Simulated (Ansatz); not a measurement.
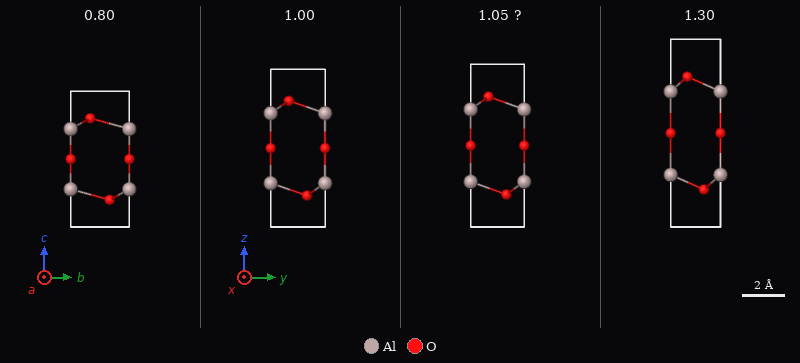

A scan of solid Al2O3 (P-3m1): the ratio of the cell's length along z to its lengths across, counted as 1 for the reference, is changed at fixed volume (a c/a path), with the atoms kept at their fractional coordinates. x, y and z are the Cartesian axes of the input. Style: ball-and-stick. Shown: the cell of the calculation, along the a axis.

All numbers below come from DFT r2SCAN, scalar-relativistic, plane waves, PAW in Ansatz. Settings: plane-wave cutoff 500 eV; k-point mesh 12 × 12 × 4; occupations gaussian; smearing width 0.05 eV; no spin polarisation. Energies (free energies at the smearing named) are counted from the cell as listed in its source, which wasn't relaxed.

```tsv
axial ratio over its reference value	energy change (meV/atom)
0.80	679
0.85	342
0.92	83
0.96	18
1.00	0
1.05	?
1.10	105
1.20	356
1.30	689
```

> Estimate the missing energy from the other rows, and compare with the calculation.

A straight line between the two neighbours gives 52 meV/atom. A cubic through the four nearest rows (0.96, 1.00, 1.10, 1.20) gives, with Lagrange weights, (−0.2790)(18) + (0.8437)(0) + (0.4821)(105) + (−0.0469)(356) = 29 meV/atom. The calculation gives 29 meV/atom, so the cubic is right to the digits shown and the straight line 23 meV/atom too high, as the curve bends upwards here.

The whole profile:

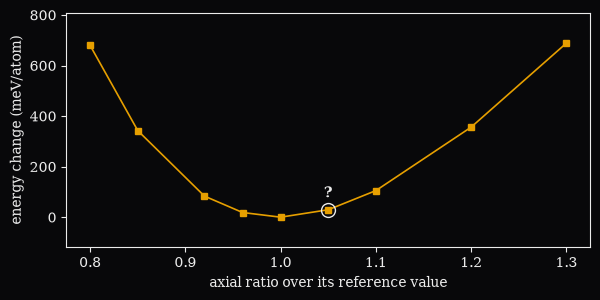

Limits of the set-up: layers or molecules are held without a dispersion correction, so their spacing is unreliable.
